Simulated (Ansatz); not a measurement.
**WSi2: geometry relaxation (part 1 of 2)**

WSi2 (I4/mmm, 3 atoms in the cell), computed with DFT PBE, scalar-relativistic, plane waves, PAW, no spin polarisation (Ansatz 0.2.0).

The structure derives from an entry of the Crystallography Open Database.

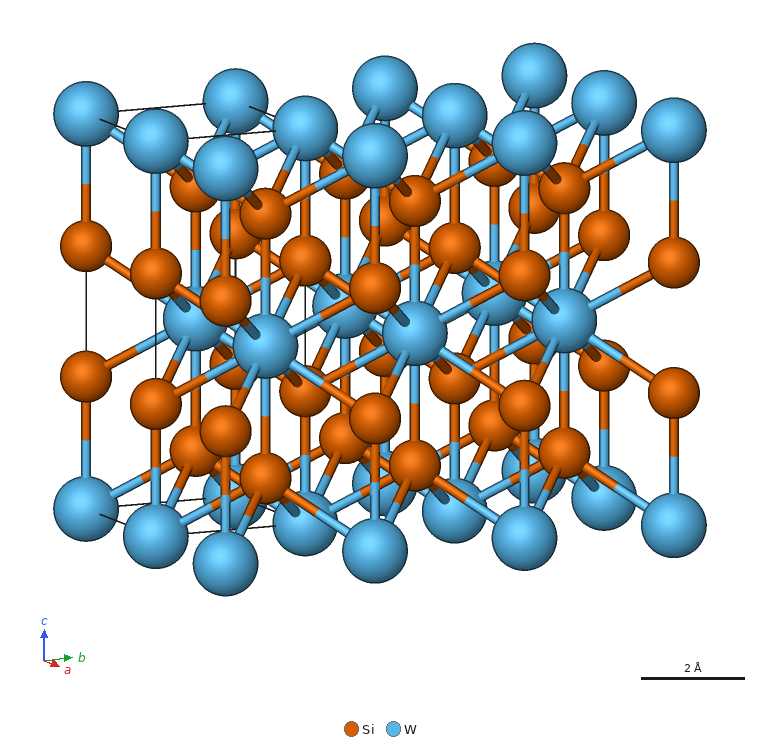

The input geometry (ball-and-stick view of the cell 2 times as large as that of the calculation, set on its symmetry axes, repeated 2 × 3 × 1, seen at an oblique angle). An atom can appear more than once, as a periodic image.

## Summary

| quantity | value |
| --- | --- |
| outcome | converged |
| space group (tolerance 0.01 Å) | I4/mmm (139) |
| electrons treated | 22 |
| free energy | −11657.4618 eV |
| Fermi energy | 16.479 eV |
| gap on the k-point mesh | none (metallic) |
| pressure | 0.01 GPa |
| final volume | 41.01 Å³ |
| largest force (length of the vector) at the end | 0.001 eV/Å |
| final cell | a = 4.548 Å, b = 4.548 Å, c = 4.548 Å, α = 138.42°, β = 138.42°, γ = 60.27° |
| hardware | 1 thread of Arm Neoverse V1, 24 GiB of memory available, shared host |
| wall time | 1.7 min |
| peak memory | 0.56 GiB |

## Notes

Spin–orbit coupling is left out, which matters for W.

## Input
```yaml
crystal:
  lattice:
    - [-1.6069, 1.6069, 3.91495]
    - [1.6069, -1.6069, 3.91495]
    - [1.6069, 1.6069, -3.91495]
  atoms:
    - { symbol: Si, position: [0.3347, 0.3347, 0.0] }
    - { symbol: Si, position: [0.6653, 0.6653, 0.0] }
    - { symbol: W, position: [0.0, 0.0, 0.0] }
basis:
  ecutwfc: 420
kpoints:
  mp_grid: { grid: [18, 18, 18] }
hamiltonian:
  xc: pbe
scf:
  occupations: { method: gaussian, width: 0.1 }
output:
  forces: true
  stress: true
  eigenvalues: true
  write_density: true
  write_potential: true
  elf: true
  volumetric_format: npy
relax:
  adjacent_minimum: "off"
  f_tol: 0.005
  max_steps: 80
  cell: { stress_tol: 0.05 }
```

Launch command:
```bash
ansatz run input.yaml --threads 1 --pin off --max-ram 2560MiB --backend cpu --events-out ev --progress --plain --runs-dir out
```

## Output
```
Engine: ansatz 0.2.0, aarch64-unknown-linux-gnu
Pseudopotentials: kind: paw
Pseudopotential: Si, paw, valence charge 4, recommended cutoff 420 eV (normal), Si.paw.azcp
Pseudopotential: W, paw, valence charge 14, recommended cutoff 420 eV (normal), W.paw.azcp
Functional definition: PBE
  parameter kappa = 0.804
  parameter beta = 0.06672455060314922
  exchange = pbe_x(kappa = kappa, mu = beta*pi^2/3)
  correlation = pbe_c(beta = beta)
Crystal: 3 atoms, lattice volume = 40.436 Å³
Basis set: ecut = 420 eV, 793 PW (Γ), exchange–correlation on 64×64×64 points (8 copies of the dense FFT grid, shifted against one another)
Bands: 15, of which v1, the nominal top of the filled ones, is band 11 counted from 1 (10 counted from 0)
Symmetry: 16 space group operations
Space group: I4/mmm (ITA 139), of the structure as read, at distance tolerance 3.4e-5 Å
k-points: 480 of 5832
Non-local potential: Si, projectors of the file, l = 0: 2, l = 1: 2, l = 2: 2
Non-local potential: W, projectors of the file, l = 0: 3, l = 1: 2, l = 2: 2, l = 3: 1
PAW form: soft (Blöchl's): semilocal exchange-correlation on the pseudo side does not see the compensation charge
PAW one-centre angular grid: Si, 110 points (default); XC on 64 Gauss nodes
PAW one-centre angular grid: W, 590 points (default); XC on 64 Gauss nodes
Initial density: superposition of atomic densities (neutral atoms: chi_scale 0, normalization atom), corrected by the library's trained network
Initial wavefunctions: pseudopotential atomic-orbital guess
Functional: x = pbe(κ = 0.804, μ = 0.2195149727645171), c = pbe(β = 0.06672455060314922)
SCF iter   1: F=—  HF=-11657.455412 eV  |F-HF|=—  |Δ(HF+E_count)|=         —  Δρ=3.45e-3  dr2=1.98e-3  ethr=1.77e-3  ⟨swp⟩=5.0  Hψ=41582  notcnv=0
preconditioner: auto → Kerker (q_TF=auto, 2.465 Å⁻¹)  [metal: Δε(μ)=0.060 eV  Ē_g=8.125 eV  σ=0.100 eV  W_gap=0.33  n_scr=10 (ndim 8)  ℏωp=21.8 eV  f_vac=0.000  D(μ)=0.17/eV (n_scr^D=0)]
SCF iter   2: F=—  HF=-11657.455733 eV  |F-HF|=—  |Δ(HF+E_count)|=   3.21e-4  Δρ=1.98e-3  dr2=7.81e-4  ethr=9.02e-6  ⟨swp⟩=1.1  Hψ=11090  notcnv=0
SCF iter   3: F=—  HF=-11657.455841 eV  |F-HF|=—  |Δ(HF+E_count)|=   1.08e-4  Δρ=1.96e-4  dr2=1.95e-5  ethr=3.55e-6  ⟨swp⟩=2.6  Hψ=10393  notcnv=0
SCF iter   4: F=—  HF=-11657.455845 eV  |F-HF|=—  |Δ(HF+E_count)|=   3.91e-6  Δρ=8.48e-5  dr2=1.96e-6  ethr=8.87e-8  ⟨swp⟩=2.5  Hψ=10072  notcnv=0
SCF iter   5: F=—  HF=-11657.455845 eV  |F-HF|=—  |Δ(HF+E_count)|=   1.95e-8  Δρ=1.36e-5  dr2=1.06e-7  ethr=8.91e-9  ⟨swp⟩=2.0  Hψ=10035  notcnv=0
SCF iter   6: F=-11657.455845 eV  HF=-11657.455845 eV  |F-HF|=1.31e-9  |Δ(HF+E_count)|=   1.17e-8  Δρ=2.68e-6  dr2=3.09e-9  ethr=4.55e-10  ⟨swp⟩=8.1  Hψ=39464  notcnv=0
SCF 1 converged in 6 iterations: F = -11657.455845 eV  dr2 = 3.09e-9
  greatest PAW one-centre occupation: 0.999 electrons in one spin orbital (limit 2), on the W atom at site 2 (counted from 0), in its partial waves of l = 0
relax step   1: F+E_penalty+E_count = -11657.45584479 eV  Δ(F+E_penalty+E_count) = +0.000e0 eV  max|allowed force component| = 5.982e-2 eV/Å  Δτ_max = 0.0000 Å  P = +3.279 GPa  Ω = 40.436 Å³  (6 SCF iters, dr2 threshold 1.00e-7 eV, accepted)
Crystal: 3 atoms, lattice volume = 41.233 Å³
Basis set: ecut = 420 eV, 833 PW (Γ), exchange–correlation on 64×64×64 points (8 copies of the dense FFT grid, shifted against one another)
Initial density: handed on by an earlier stage of this run
Initial wavefunctions: those handed on with the density
iter 1 solved again at ethr=2.19e-6 eV; its pass at ethr=3.10e-3 eV (dr2=4.83e-4 eV) is discarded
SCF iter   1: F=—  HF=-11657.460783 eV  |F-HF|=—  |Δ(HF+E_count)|=         —  Δρ=8.50e-4  dr2=4.48e-4  ethr=2.19e-6  ⟨swp⟩=2.0  Hψ=44104  notcnv=0
preconditioner: auto → Kerker (q_TF=auto, 2.457 Å⁻¹)  [metal: Δε(μ)=0.055 eV  Ē_g=7.989 eV  σ=0.100 eV  W_gap=0.30  n_scr=10 (ndim 8)  ℏωp=21.6 eV  f_vac=0.000  D(μ)=0.18/eV (n_scr^D=0)]
SCF iter   2: F=—  HF=-11657.460678 eV  |F-HF|=—  |Δ(HF+E_count)|=   1.05e-4  Δρ=4.60e-4  dr2=1.01e-4  ethr=2.04e-6  ⟨swp⟩=1.3  Hψ=7720  notcnv=0
SCF iter   3: F=—  HF=-11657.460647 eV  |F-HF|=—  |Δ(HF+E_count)|=   3.15e-5  Δρ=1.33e-4  dr2=8.91e-6  ethr=4.58e-7  ⟨swp⟩=1.8  Hψ=9219  notcnv=0
SCF iter   4: F=-11657.460645 eV  HF=-11657.460645 eV  |F-HF|=1.29e-7  |Δ(HF+E_count)|=   1.77e-6  Δρ=2.31e-5  dr2=2.29e-7  ethr=1.36e-9  ⟨swp⟩=7.6  Hψ=48521  notcnv=0
SCF 2 converged in 4 iterations: F = -11657.460645 eV  dr2 = 2.29e-7
  greatest PAW one-centre occupation: 1.000 electrons in one spin orbital (limit 2), on the W atom at site 2 (counted from 0), in its partial waves of l = 0
relax step   2: F+E_penalty+E_count = -11657.46064481 eV  Δ(F+E_penalty+E_count) = -4.800e-3 eV  max|allowed force component| = 3.058e-2 eV/Å  Δτ_max = 0.0019 Å  P = -1.149 GPa  Ω = 41.233 Å³  energy of the carried Pulay correction = -2.420e-4 eV  (4 SCF iters, dr2 threshold 3.00e-7 eV, accepted)
Crystal: 3 atoms, lattice volume = 41.019 Å³
iter 1 solved again at ethr=2.28e-7 eV; its pass at ethr=3.10e-3 eV (dr2=5.01e-5 eV) is discarded
SCF iter   1: F=—  HF=-11657.461595 eV  |F-HF|=—  |Δ(HF+E_count)|=         —  Δρ=2.70e-4  dr2=5.36e-5  ethr=2.28e-7  ⟨swp⟩=2.0  Hψ=43108  notcnv=0
preconditioner: auto → Kerker (q_TF=auto, 2.459 Å⁻¹)  [metal: Δε(μ)=0.058 eV  Ē_g=8.023 eV  σ=0.100 eV  W_gap=0.31  n_scr=10 (ndim 8)  ℏωp=21.7 eV  f_vac=0.000  D(μ)=0.18/eV (n_scr^D=0)]
SCF iter   2: F=—  HF=-11657.461589 eV  |F-HF|=—  |Δ(HF+E_count)|=   6.55e-6  Δρ=1.40e-4  dr2=1.25e-5  ethr=2.28e-7  ⟨swp⟩=1.6  Hψ=8113  notcnv=0
SCF iter   3: F=—  HF=-11657.461584 eV  |F-HF|=—  |Δ(HF+E_count)|=   4.54e-6  Δρ=3.70e-5  dr2=1.04e-6  ethr=5.69e-8  ⟨swp⟩=2.4  Hψ=10182  notcnv=0
SCF iter   4: F=-11657.461584 eV  HF=-11657.461584 eV  |F-HF|=1.35e-8  |Δ(HF+E_count)|=   2.86e-7  Δρ=7.40e-6  dr2=2.22e-8  ethr=1.36e-9  ⟨swp⟩=9.9  Hψ=50902  notcnv=0
SCF 3 converged in 4 iterations: F = -11657.461584 eV  dr2 = 2.22e-8
relax step   3: F+E_penalty+E_count = -11657.46158399 eV  Δ(F+E_penalty+E_count) = -9.392e-4 eV  max|allowed force component| = 6.288e-3 eV/Å  Δτ_max = 0.0006 Å  P = -0.026 GPa  Ω = 41.019 Å³  energy of the carried Pulay correction = -1.773e-4 eV  (4 SCF iters, dr2 threshold 3.00e-7 eV, accepted)
Crystal: 3 atoms, lattice volume = 41.014 Å³
iter 1 solved again at ethr=9.25e-10 eV; its pass at ethr=3.10e-3 eV (dr2=2.03e-7 eV) is discarded
SCF iter   1: F=—  HF=-11657.461583 eV  |F-HF|=—  |Δ(HF+E_count)|=         —  Δρ=2.72e-5  dr2=2.50e-7  ethr=9.25e-10  ⟨swp⟩=2.1  Hψ=43123  notcnv=0
preconditioner: auto → Kerker (q_TF=auto, 2.459 Å⁻¹)  [metal: Δε(μ)=0.057 eV  Ē_g=8.024 eV  σ=0.100 eV  W_gap=0.31  n_scr=10 (ndim 8)  ℏωp=21.7 eV  f_vac=0.000  D(μ)=0.18/eV (n_scr^D=0)]
SCF iter   2: F=—  HF=-11657.461588 eV  |F-HF|=—  |Δ(HF+E_count)|=   5.42e-6  Δρ=1.52e-5  dr2=8.29e-8  ethr=9.25e-10  ⟨swp⟩=1.0  Hψ=7224  notcnv=0
SCF iter   3: F=-11657.461588 eV  HF=-11657.461588 eV  |F-HF|=1.19e-9  |Δ(HF+E_count)|=   2.76e-8  Δρ=2.02e-6  dr2=2.32e-9  ethr=4.90e-11  ⟨swp⟩=6.0  Hψ=42668  notcnv=0
SCF 4 converged in 3 iterations: F = -11657.461588 eV  dr2 = 2.32e-9
relax step   4: F+E_penalty+E_count = -11657.46158794 eV  Δ(F+E_penalty+E_count) = -3.953e-6 eV  max|allowed force component| = 1.438e-3 eV/Å  Δτ_max = 0.0002 Å  P = +0.004 GPa  Ω = 41.014 Å³  energy of the carried Pulay correction = -1.761e-4 eV  (3 SCF iters, dr2 threshold 1.08e-8 eV, accepted)
Initial wavefunctions: pseudopotential atomic-orbital guess (no wavefunctions were taken with the density)
iter 1 solved again at ethr=1.32e-8 eV; its pass at ethr=3.10e-3 eV (dr2=2.90e-6 eV) is discarded
SCF iter   1: F=—  HF=-11657.461762 eV  |F-HF|=—  |Δ(HF+E_count)|=         —  Δρ=4.89e-5  dr2=5.24e-8  ethr=1.32e-8  ⟨swp⟩=3.1  Hψ=63359  notcnv=0
SCF iter   2: F=—  HF=-11657.461769 eV  |F-HF|=—  |Δ(HF+E_count)|=   6.85e-6  Δρ=2.51e-5  dr2=1.44e-8  ethr=2.38e-10  ⟨swp⟩=2.2  Hψ=11530  notcnv=0
SCF iter   3: F=—  HF=-11657.461769 eV  |F-HF|=—  |Δ(HF+E_count)|=   3.20e-7  Δρ=7.48e-7  dr2=1.91e-10  ethr=6.54e-11  ⟨swp⟩=2.0  Hψ=12476  notcnv=0
SCF iter   4: F=-11657.461769 eV  HF=-11657.461769 eV  |F-HF|=7.28e-12  |Δ(HF+E_count)|=  1.82e-11  Δρ=3.26e-7  dr2=2.55e-11  ethr=1.00e-12  ⟨swp⟩=6.4  Hψ=33572  notcnv=0
SCF 5 converged in 4 iterations: F = -11657.461769 eV  dr2 = 2.55e-11
relax step   5: F+E_penalty+E_count = -11657.46176933 eV  Δ(F+E_penalty+E_count) = -1.814e-4 eV  max|allowed force component| = 1.447e-3 eV/Å  Δτ_max = 0.0000 Å  P = +0.008 GPa  Ω = 41.014 Å³  stress off target by 1.60e-2 GPa  SCF on the basis re-selected at this cell (its energy is not comparable with the rows above)  (4 SCF iters)
```

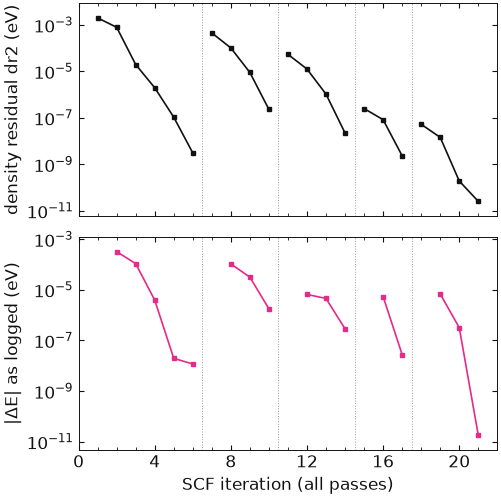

Convergence of the self-consistent field: density residual dr2 and size of the energy change against the SCF iteration. The dotted lines part the SCF passes of the relaxation: geometry steps, rejected trials and re-solves on a re-selected basis. The 5 passes take 3 to 6 iterations each, 21 in all.
